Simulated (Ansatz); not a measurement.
**Run report: PbSe, band-structure calculation**

System: PbSe (P6₃mc, 4 atoms in the cell).
Method: DFT, PBE, plane waves, PAW, no spin polarisation (Ansatz 0.2.0).

The structure was built on a prototype by a generator. The geometry comes from this level: r2SCAN (a point of a series of strains). It belongs to a series of runs on one base structure; here: uniaxial_z strain +1.5%. Figures and captions count atoms from 1; the log counts them from 0 in places.

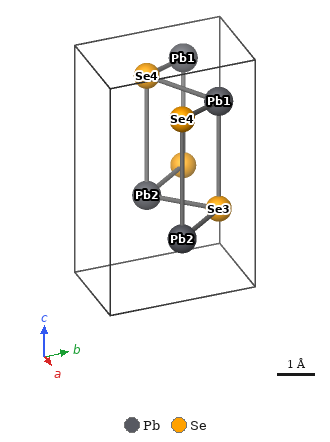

*The structure (ball-and-stick view of the cell of the calculation, repeated 2 × 1 × 1, seen slightly off an axis; atoms are numbered from 1 in the order of the input). An atom can appear more than once, as a periodic image.*

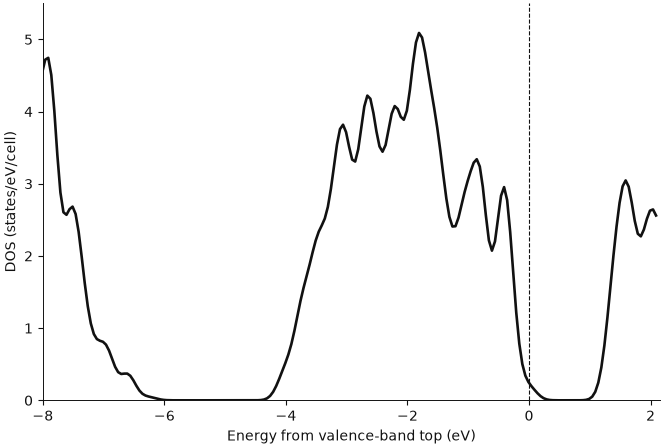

*Density of states (the curve is built from the levels of the k mesh with Gaussians 0.3 eV wide, which also blur the band edges), with energies from the valence-band top.*

There is a gap of 1.28 eV on the k-point mesh. The curves stop near 1.5 eV above the Fermi level, where the computed bands end. Small ripples come from the finite k-point mesh.

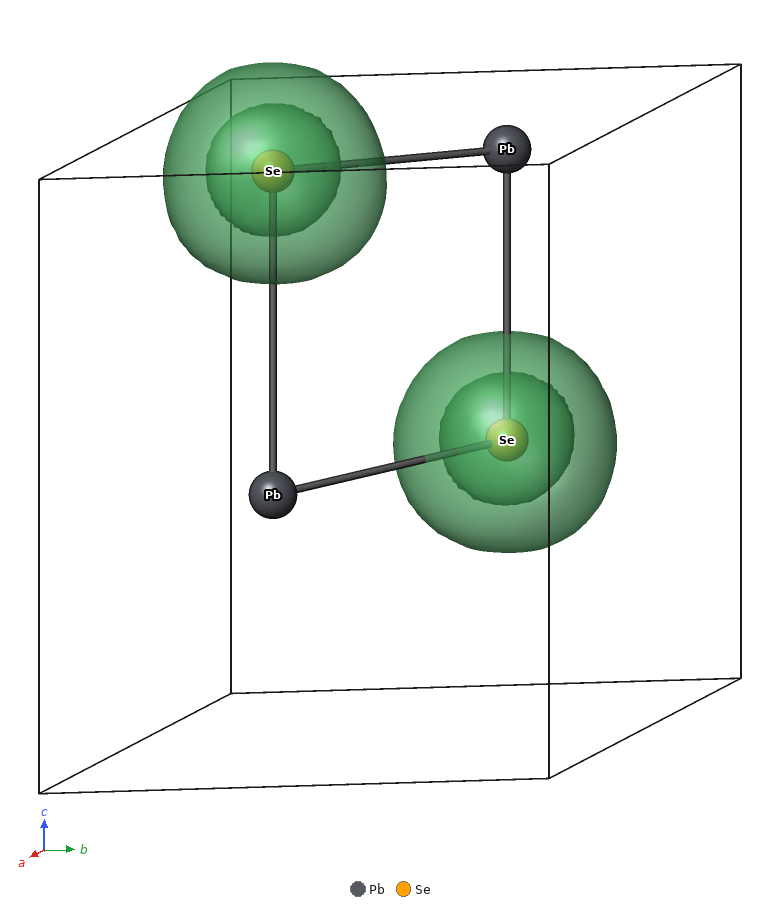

*Isosurface of the electron localisation function at 0.75 (green), seen slightly off an axis. Core shells and regions of very low density are left out. Sticks mark near contacts. The outline is the cell set on symmetry axes.*

Values along the shortest contacts: Pb–Se (2.98 Å): the ELF peaks at about 0.80 in the valence shell of Se, 0.9 Å from its nucleus, and drops to about 0.25 between the two atoms. Pb–Se (3.32 Å): the ELF peaks at about 0.80 in the valence shell of Se, 0.9 Å from its nucleus, and drops to about 0.20 between the two atoms. In a PAW calculation such maps are meaningful between the atoms, not at the nuclei.

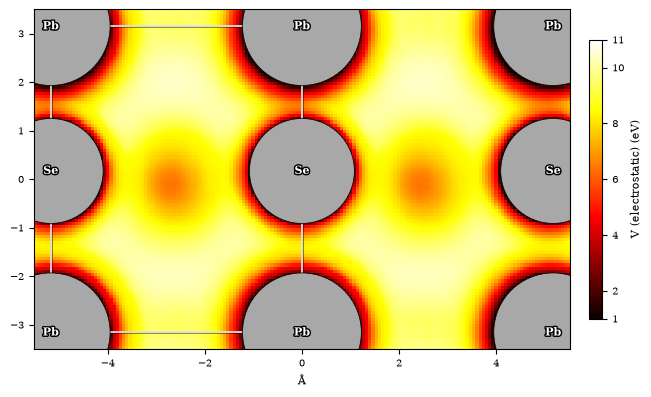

*Electrostatic potential (local pseudopotential plus Hartree) felt by an electron on the (100) plane of the conventional cell. Grey discs, where drawn, cover atomic cores.*

Outside the cores the potential energy rises away from the atoms and is highest about 1.9 Å from the nearest atoms; outside the discs it spans about 9 eV, and its zero is arbitrary.

The input that produced these results follows, with the program's output.

## Input file
```yaml
crystal:
  lattice:
    - [5.174144345, 0.0, 0.0]
    - [-2.5870721725, 4.4809404456, 0.0]
    - [0.0, 0.0, 6.3079965879]
  atoms:
    - { symbol: Pb, position: [0.3333333333, 0.6666666667, -0.075950822] }
    - { symbol: Pb, position: [0.6666666667, 0.3333333333, 0.424049178] }
    - { symbol: Se, position: [0.3333333333, 0.6666666667, 0.450950822] }
    - { symbol: Se, position: [0.6666666667, 0.3333333333, 0.950950822] }
kpoints:
  mp_grid: { grid: [6, 6, 4] }
  band_path:
    path:
      - [0.0, 0.0, 0.0]
      - [0.5, 0.0, 0.0]
      - [0.3333333333, 0.3333333333, 0.0]
      - [0.0, 0.0, 0.5]
      - [0.5, 0.0, 0.5]
      - [0.3333333333, 0.3333333333, 0.5]
    npoints: 1
hamiltonian:
  xc: pbe
scf:
  occupations: { method: fermi_dirac, width: 0.02 }
  n_extra_bands: 5
output:
  forces: true
  stress: true
  eigenvalues: true
  write_density: true
  write_potential: true
  elf: true
  volumetric_format: npy
```

Run as:
```bash
ansatz run input.yaml --threads 4 --pin off --max-ram 4608MiB --backend cpu --events-out ev --progress --plain --runs-dir out
```

## What the program printed
```
scf.n_extra_bands = 5 over 30 filled bands (N_el = 60.0): the run solves 35 bands
Engine: ansatz 0.2.0, x86_64-unknown-linux-gnu
Pseudopotentials: kind: paw
Pseudopotential: Pb, paw, valence charge 14, recommended cutoff 420 eV (normal), Pb.paw.azcp
Pseudopotential: Se, paw, valence charge 16, recommended cutoff 420 eV (normal), Se.paw.azcp
Functional definition: PBE
  parameter kappa = 0.804
  parameter beta = 0.06672455060314922
  exchange = pbe_x(kappa = kappa, mu = beta*pi^2/3)
  correlation = pbe_c(beta = beta)
Crystal: 4 atoms, lattice volume = 146.251 Å³
Basis set: ecut = 420 eV, 2859 PW (Γ), exchange–correlation on 72×72×90 points (8 copies of the dense FFT grid, shifted against one another)
Bands: 35, of which v1, the nominal top of the filled ones, is band 30 counted from 1 (29 counted from 0)
Symmetry: 12 space group operations
Space group: P63mc (ITA 186), of the structure as read, at distance tolerance 5.3e-5 Å
k-points: 21 of 144 (time reversal used)
Non-local potential: Pb, projectors of the file, l = 0: 2, l = 1: 2, l = 2: 2, l = 3: 2
Non-local potential: Se, projectors of the file, l = 0: 2, l = 1: 2, l = 2: 3, l = 3: 1
PAW form: soft (Blöchl's): semilocal exchange-correlation on the pseudo side does not see the compensation charge
PAW one-centre angular grid: Pb, 590 points (default); XC on 64 Gauss nodes
PAW one-centre angular grid: Se, 590 points (default); XC on 64 Gauss nodes
Initial density: superposition of atomic densities (neutral atoms: chi_scale 0, normalization atom), corrected by the library's trained network
Initial wavefunctions: pseudopotential atomic-orbital guess
Functional: x = pbe(κ = 0.804, μ = 0.2195149727645171), c = pbe(β = 0.06672455060314922)
SCF iter   1: F=—  HF=-34752.922811 eV  |F-HF|=—  |Δ(HF+E_count)|=         —  Δρ=1.16e-3  dr2=3.82e-3  ethr=1.77e-3  ⟨swp⟩=8.1  Hψ=3166  notcnv=0
preconditioner: auto → Resta (q_TF=auto, 2.352 Å⁻¹)  ε∞=3.0  [insulator: Δε(μ)=1.298 eV  Ē_g=13.905 eV  σ=0.020 eV  W_gap=1.00  n_scr=22 (ndim 8)  ℏωp=19.4 eV  f_vac=0.179  D(μ)=0.00/eV (n_scr^D=0)  ε∞_Penn≈3.0]
SCF iter   2: F=—  HF=-34752.920676 eV  |F-HF|=—  |Δ(HF+E_count)|=   2.13e-3  Δρ=6.23e-4  dr2=9.33e-4  ethr=6.37e-6  ⟨swp⟩=2.0  Hψ=1399  notcnv=0  defer=13
SCF iter   3: F=—  HF=-34752.921080 eV  |F-HF|=—  |Δ(HF+E_count)|=   4.04e-4  Δρ=2.11e-4  dr2=1.54e-4  ethr=1.55e-6  ⟨swp⟩=3.0  Hψ=1374  notcnv=0  defer=13
SCF iter   4: F=—  HF=-34752.921160 eV  |F-HF|=—  |Δ(HF+E_count)|=   7.94e-5  Δρ=8.99e-5  dr2=2.97e-5  ethr=2.57e-7  ⟨swp⟩=2.7  Hψ=1243  notcnv=0  defer=13
SCF iter   5: F=—  HF=-34752.921194 eV  |F-HF|=—  |Δ(HF+E_count)|=   3.38e-5  Δρ=3.38e-5  dr2=2.86e-6  ethr=4.94e-8  ⟨swp⟩=2.8  Hψ=1123  notcnv=0  defer=13
SCF iter   6: F=—  HF=-34752.921197 eV  |F-HF|=—  |Δ(HF+E_count)|=   3.52e-6  Δρ=1.41e-5  dr2=4.50e-7  ethr=4.77e-9  ⟨swp⟩=2.0  Hψ=1345  notcnv=0  defer=13
SCF iter   7: F=-34752.921200 eV  HF=-34752.921199 eV  |F-HF|=1.98e-7  |Δ(HF+E_count)|=   2.40e-6  Δρ=3.14e-6  dr2=2.31e-8  ethr=1.67e-10  ⟨swp⟩=12.8  Hψ=5610  notcnv=0
SCF 1 converged in 7 iterations: F = -34752.921200 eV  dr2 = 2.31e-8
  Residual-converged pass: ⟨swp⟩=1.0  Hψ=819  notcnv=0  max |occ|·‖R‖ = 7.0e-9 eV (tolerance 1.0e-8 eV)  dr2=2.31e-8  dr2_onsite=7.12e-10  max |Δocc| = 1.1e-18
  greatest PAW one-centre occupation: 1.000 electrons in one spin orbital (limit 2), on the Se atom at site 3 (counted from 0), in its partial waves of l = 2
NSCF: frozen V_eff on 6 k-points
SCF converged after 7 iterations
Free energy (F): -34752.921200 eV
Harris-Foulkes:  -34752.921199 eV  (|F-HF|=1.98e-7)
Internal energy: -34752.921200 eV  (E = F + TS)
E sigma→0 (E₀):  -34752.921200 eV
Fermi energy:    6.646829 eV
--- Per-component energies (eV) ---
  E_band       = -1016.476394
  E_kinetic    = 810.374463
  E_local      = -8389.877508  (includes V_loc(G=0)·N_el)
  E_nonlocal   = -492.194591
  E_hartree    = 3870.049775
  E_xc         = -650.246231
  E_vxc        = -461.031825  (∫ρ·V_xc dr)
  E_paw        = -24629.196838  (= ΣΔE_a)
  E_vpaw       = -223.844338  (= ΣTr[D̂ρ^β])
  E_aug_tail   = -0.001219  (compensation charges beyond the density's cutoff)
  E_ewald      = -5271.829051
  E_smearing   = -0.000000  (= −TS)
  E_closure    = 0.000000  (closes the sum)
  Σ components = -34752.921200   (vs F -34752.921200, Δ=0.00e0)
--- Forces (eV/Å), atoms counted from 1 ---
  atom   1  Pb     0.00000000    -0.00000000     0.03181260
  atom   2  Pb     0.00000000     0.00000000     0.03181260
  atom   3  Se     0.00000000    -0.00000000    -0.03179982
  atom   4  Se     0.00000000     0.00000000    -0.03179982
  max |Σ_I F_I| component: 2.56e-5 eV/Å
--- Stress (GPa, compression-positive) ---
        0.615905      -0.000000       0.000000
       -0.000000       0.615905      -0.000000
        0.000000      -0.000000       0.192274
  P = ⅓ Tr σ = 0.4747 GPa (4.747 kbar)
--- Band table (eV; the first three rows and the last of 21) ---
  k-point 0: bands = ["-40.9341", "-40.9341", "-40.9341", "-40.9341", "-40.9295", "-40.9294", "-40.9289", "-40.9289", "-40.9288", "-40.9288", "-10.7737", "-10.7005", "-10.7005", "-10.6996", "-10.6996", "-10.6925", "-10.6925", "-10.6865", "-10.6621", "-10.6621", "-6.9395", "-5.8116", "-1.2080", "-0.2587", "1.9181", "3.2317", "3.2317", "4.3787", "4.3787", "4.4489", "7.8426", "7.8426", "9.2420", "9.2420", "10.6031"]
  k-point 1: bands = ["-40.9341", "-40.9341", "-40.9341", "-40.9341", "-40.9295", "-40.9294", "-40.9289", "-40.9289", "-40.9288", "-40.9288", "-10.7563", "-10.7059", "-10.7059", "-10.7025", "-10.7025", "-10.6942", "-10.6827", "-10.6827", "-10.6640", "-10.6640", "-6.8066", "-6.0127", "-1.2843", "-0.6060", "2.8157", "3.3869", "3.3869", "4.2025", "4.2025", "5.0785", "7.8949", "7.8949", "8.8066", "8.8635", "8.8635"]
  k-point 2: bands = ["-40.9341", "-40.9341", "-40.9341", "-40.9341", "-40.9295", "-40.9295", "-40.9288", "-40.9288", "-40.9288", "-40.9288", "-10.7204", "-10.7204", "-10.7068", "-10.7068", "-10.7068", "-10.7068", "-10.6709", "-10.6709", "-10.6709", "-10.6709", "-6.4437", "-6.4437", "-1.1158", "-1.1158", "3.7823", "3.7823", "3.7823", "3.7823", "4.6971", "4.6971", "8.2396", "8.2396", "8.2396", "8.2396", "8.4557"]
  k-point 20: bands = ["-40.9341", "-40.9341", "-40.9341", "-40.9341", "-40.9294", "-40.9294", "-40.9288", "-40.9288", "-40.9288", "-40.9288", "-10.7236", "-10.7236", "-10.7011", "-10.7011", "-10.6935", "-10.6935", "-10.6766", "-10.6766", "-10.6758", "-10.6758", "-6.0637", "-6.0637", "-2.2954", "-2.2954", "2.7281", "2.7281", "4.7802", "4.7802", "6.0068", "6.0068", "7.2872", "7.2872", "8.5138", "8.5138", "10.2855"]
```

## File bands.tsv
```
# k_distance	band_0	band_1	band_2	band_3	band_4	band_5	band_6	band_7	band_8	band_9	band_10	band_11	band_12	band_13	band_14	band_15	band_16	band_17	band_18	band_19	band_20	band_21	band_22	band_23	band_24	band_25	band_26	band_27	band_28	band_29	band_30	band_31	band_32	band_33	band_34
# fermi_ev = 6.646829
# lock_threshold_ev = 1e-6
# [0, 0, 0] at k_distance = 0.000000
# [0.5, 0, 0] at k_distance = 0.701101
# [0.3333333333, 0.3333333333, 0] at k_distance = 1.105882
# [0, 0, 0.5] at k_distance = 2.056370
# [0.5, 0, 0.5] at k_distance = 2.757471
# [0.3333333333, 0.3333333333, 0.5] at k_distance = 3.162252
# levels_relative_to = fermi_ev
# free_energy_ev = -34752.921200
# largest_residual_norms_ev = 4.291e-4 3.299e-4 4.590e-4 3.714e-4 2.543e-4 3.493e-4 2.435e-4 2.909e-4 4.216e-4 3.164e-4 2.361e-4 2.911e-4 2.883e-4 2.590e-4 2.643e-4 2.868e-4 3.145e-4 2.490e-4 2.785e-4 3.043e-4 5.163e-4 6.070e-4 5.722e-4 6.531e-4 1.370e-3 1.744e-3 1.224e-3 1.650e-3 1.128e-3 1.402e-3 1.483e-3 1.718e-3 1.431e-3 1.687e-3 2.062e-3
0.000000	-47.580926	-47.580926	-47.580920	-47.580920	-47.576296	-47.576278	-47.575713	-47.575713	-47.575632	-47.575632	-17.420489	-17.347296	-17.347296	-17.346443	-17.346443	-17.339371	-17.339371	-17.333331	-17.308946	-17.308946	-13.586330	-12.458479	-7.854860	-6.905566	-4.728701	-3.415119	-3.415119	-2.268099	-2.268099	-2.197935	1.195807	1.195808	2.595121	2.595121	3.956289
0.701101	-47.580939	-47.580932	-47.580924	-47.580913	-47.576285	-47.576279	-47.575720	-47.575693	-47.575651	-47.575625	-17.411388	-17.377927	-17.346130	-17.340917	-17.336714	-17.332401	-17.331263	-17.330200	-17.317585	-17.305120	-12.990835	-12.567257	-8.607575	-8.224461	-4.079772	-4.044976	-3.217542	-2.670934	-2.521075	-1.218634	2.072255	2.613293	3.331259	3.510839	4.443120
1.105882	-47.580939	-47.580928	-47.580928	-47.580912	-47.576280	-47.576280	-47.575724	-47.575672	-47.575672	-47.575621	-17.395506	-17.395506	-17.348874	-17.343117	-17.331013	-17.328870	-17.328870	-17.326670	-17.326670	-17.303579	-12.747751	-12.747751	-8.504697	-8.504697	-4.586623	-3.648702	-3.648702	-3.051543	-1.006136	-1.006136	1.882220	1.882220	3.329818	3.647140	4.068806
2.056370	-47.580924	-47.580924	-47.580924	-47.580924	-47.576280	-47.576280	-47.575671	-47.575671	-47.575671	-47.575671	-17.367194	-17.367194	-17.353658	-17.353658	-17.353658	-17.353658	-17.317685	-17.317685	-17.317685	-17.317685	-13.090574	-13.090574	-7.762631	-7.762631	-2.864531	-2.864531	-2.864531	-2.864531	-1.949723	-1.949723	1.592741	1.592741	1.592741	1.592741	1.808906
2.757471	-47.580933	-47.580933	-47.580924	-47.580924	-47.576275	-47.576275	-47.575672	-47.575672	-47.575672	-47.575672	-17.372777	-17.372777	-17.346537	-17.346537	-17.342196	-17.342196	-17.323256	-17.323256	-17.320512	-17.320512	-12.758488	-12.758488	-8.838818	-8.838818	-3.427347	-3.427347	-2.326437	-2.326437	-1.305133	-1.305133	0.827695	0.827695	2.436476	2.436476	3.630774
3.162252	-47.580929	-47.580929	-47.580926	-47.580926	-47.576275	-47.576275	-47.575673	-47.575673	-47.575671	-47.575671	-17.370426	-17.370426	-17.347927	-17.347927	-17.340305	-17.340305	-17.323468	-17.323468	-17.322630	-17.322630	-12.710503	-12.710503	-8.942251	-8.942251	-3.918737	-3.918737	-1.866603	-1.866603	-0.640070	-0.640070	0.640414	0.640414	1.866951	1.866951	3.638700
```

## File rho_z.tsv
```
# z_ang	rho[e/angstrom^3]
# format = ansatz-planar-average/11
# lattice	5.174144345	0.000000000	0.000000000
# lattice	-2.587072172	4.480940446	0.000000000
# lattice	0.000000000	0.000000000	6.307996588
# sites	4
# site	82	0.000000000	2.987293630	-0.479097526
# site	82	2.587072172	1.493646815	2.674900768
# site	34	0.000000000	2.987293630	2.844596246
# site	34	2.587072172	1.493646815	5.998594540
0.000000	7.234102e-1
0.140178	4.573438e-1
0.280355	2.909206e-1
0.420533	1.955247e-1
0.560711	1.391167e-1
0.700889	1.020152e-1
0.841066	7.714641e-2
0.981244	6.214571e-2
1.121422	5.476051e-2
1.261599	5.439189e-2
1.401777	6.112706e-2
1.541955	7.695942e-2
1.682132	1.049481e-1
1.822310	1.507324e-1
1.962488	2.205107e-1
2.102666	3.197905e-1
2.242843	4.568242e-1
2.383021	6.449896e-1
2.523199	8.949812e-1
2.663376	1.162991e0
2.803554	1.304245e0
2.943732	1.190155e0
3.083909	8.867880e-1
3.224087	5.776534e-1
3.364265	3.629358e-1
3.504443	2.365959e-1
3.644620	1.639996e-1
3.784798	1.188372e-1
3.924976	8.818869e-2
4.065153	6.859062e-2
4.205331	5.755925e-2
4.345509	5.372390e-2
4.485686	5.678789e-2
4.625864	6.774209e-2
4.766042	8.915822e-2
4.906220	1.251813e-1
5.046397	1.823084e-1
5.186575	2.660364e-1
5.326753	3.829040e-1
5.466930	5.434595e-1
5.607108	7.627644e-1
5.747286	1.033700e0
5.887463	1.260609e0
6.027641	1.280263e0
6.167819	1.050582e0
```

## File v_z.tsv
```
# z_ang	v_es[eV]	v_tot[eV]
# format = ansatz-planar-average/11
# xc	pbe
# density_cutoff_ev	1680
# datasets	Pb=:simpson_from_first_knot:soft	Se=:simpson_from_first_knot:soft
# lattice	5.174144345	0.000000000	0.000000000
# lattice	-2.587072172	4.480940446	0.000000000
# lattice	0.000000000	0.000000000	6.307996588
# sites	4
# site	82	0.000000000	2.987293630	-0.479097526
# site	82	2.587072172	1.493646815	2.674900768
# site	34	0.000000000	2.987293630	2.844596246
# site	34	2.587072172	1.493646815	5.998594540
0.000000	8.168861e-1	-9.308520e0
0.140178	1.927957e0	-7.487603e0
0.280355	3.483796e0	-5.178859e0
0.420533	5.308335e0	-2.620460e0
0.560711	6.970267e0	-2.401668e-1
0.700889	8.089501e0	1.542997e0
0.841066	8.728723e0	2.750583e0
0.981244	9.084900e0	3.464918e0
1.121422	9.215159e0	3.669713e0
1.261599	9.151287e0	3.640266e0
1.401777	8.891646e0	3.319576e0
1.541955	8.429723e0	2.481590e0
1.682132	7.592881e0	1.036511e0
1.822310	6.199092e0	-1.085961e0
1.962488	4.357674e0	-3.720952e0
2.102666	2.505410e0	-6.385417e0
2.242843	1.104549e0	-8.541197e0
2.383021	2.662900e-1	-1.002886e1
2.523199	-1.542495e-1	-1.094095e1
2.663376	-3.181351e-1	-1.138736e1
2.803554	-2.969443e-1	-1.140633e1
2.943732	-7.642250e-2	-1.096935e1
3.083909	4.267576e-1	-1.000608e1
3.224087	1.314931e0	-8.466946e0
3.364265	2.655179e0	-6.383722e0
3.504443	4.384448e0	-3.908449e0
3.644620	6.191449e0	-1.375670e0
3.784798	7.604139e0	7.362793e-1
3.924976	8.453121e0	2.205359e0
4.065153	8.937110e0	3.177082e0
4.205331	9.175573e0	3.615700e0
4.345509	9.207567e0	3.674384e0
4.485686	9.044908e0	3.535561e0
4.625864	8.691707e0	2.970641e0
4.766042	8.074341e0	1.842078e0
4.906220	6.967005e0	5.711496e-2
5.046397	5.313475e0	-2.362547e0
5.186575	3.398282e0	-5.088645e0
5.326753	1.732411e0	-7.547003e0
5.466930	6.213943e-1	-9.364696e0
5.607108	1.557892e-2	-1.054907e1
5.747286	-2.616114e-1	-1.121782e1
5.887463	-3.296269e-1	-1.145101e1
6.027641	-2.156792e-1	-1.124847e1
6.167819	1.332886e-1	-1.055831e1
```

## Key numbers

```csv
quantity,value
outcome,converged
space group (tolerance 0.01 Å),P6₃mc (186)
electrons treated,60
free energy,−34752.9212 eV
Fermi energy,6.647 eV
gap on the k-point mesh,1.28 eV
pressure,0.47 GPa
largest force (length of the vector),0.032 eV/Å
hardware,"4 threads of Intel Xeon @ 2.50GHz (Skylake/Cascade Lake), 189 GiB of memory available, shared host"
wall time,7.3 s (CPU time 25 s)
peak memory,0.49 GiB
```

Spin–orbit coupling is left out, which matters for Pb.
